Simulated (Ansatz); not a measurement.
```
CELL_PARAMETERS angstrom
5.77235 0.00000 0.00000
-2.88618 4.99901 0.00000
0.00000 0.00000 26.51368
ATOMIC_POSITIONS crystal
Ti 0.33333 0.16667 0.15087
Ti 0.33333 0.66667 0.15087
Ti 0.83333 0.16667 0.15087
Ti 0.83333 0.66667 0.15087
Ti 0.16667 0.33333 0.23712
Ti 0.16667 0.83333 0.23712
Ti 0.66667 0.33333 0.23712
Ti 0.66667 0.83333 0.23712
Ti 0.33333 0.16667 0.32464
Ti 0.33333 0.66667 0.32464
Ti 0.83333 0.16667 0.32464
Ti 0.83333 0.66667 0.32464
Ti 0.16667 0.33333 0.41310
Ti 0.16667 0.83333 0.41310
Ti 0.66667 0.33333 0.41310
Ti 0.66667 0.83333 0.41310
Ti 0.33333 0.16667 0.49460
Ti 0.33333 0.66667 0.49460
Ti 0.83333 0.16667 0.49460
Ti 0.83333 0.66667 0.49460
Si 0.50000 0.25000 0.58889
```

A point of a scan over the structure, not its minimum; not relaxed (largest force 1.9 eV/Å); computed without spin polarisation; PAW files of the earlier set (soft_1).

Method: Ansatz 0.2.0, DFT PBE+D3(BJ), scalar-relativistic, plane waves, PAW.

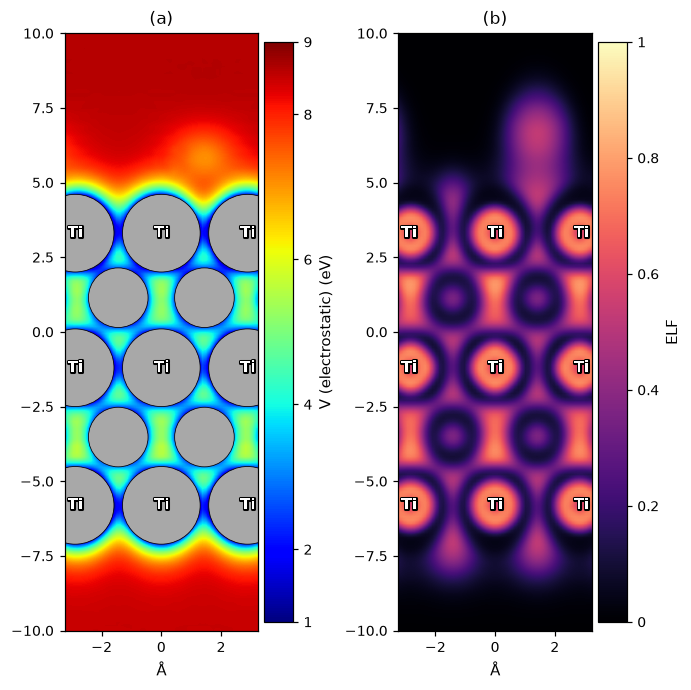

Ti₂₀Si (slab). (a) electrostatic potential (local pseudopotential plus Hartree) felt by an electron; (b) ELF on the (100) plane of the calculation cell, a cut from vacuum to vacuum. Grey discs cover the atomic cores in the potential map.

Read the bonding off the picture.

The plane passes through Ti nuclei. Atoms just off the plane (Ti, 0.8 Å away) can leave unmarked features too. Ti–Ti (2.89 Å): the ELF is about 0.25 at the midpoint; no localised pair shows between them. The features right at Ti lie inside the PAW spheres, where the map follows smoothed inner orbitals and isn't to be read closely. Outside the cores the potential energy rises away from the atoms and is highest in the vacuum; its zero is arbitrary.

Does the calculation give a band gap?

It is gapless in this calculation (a metal or semimetal).
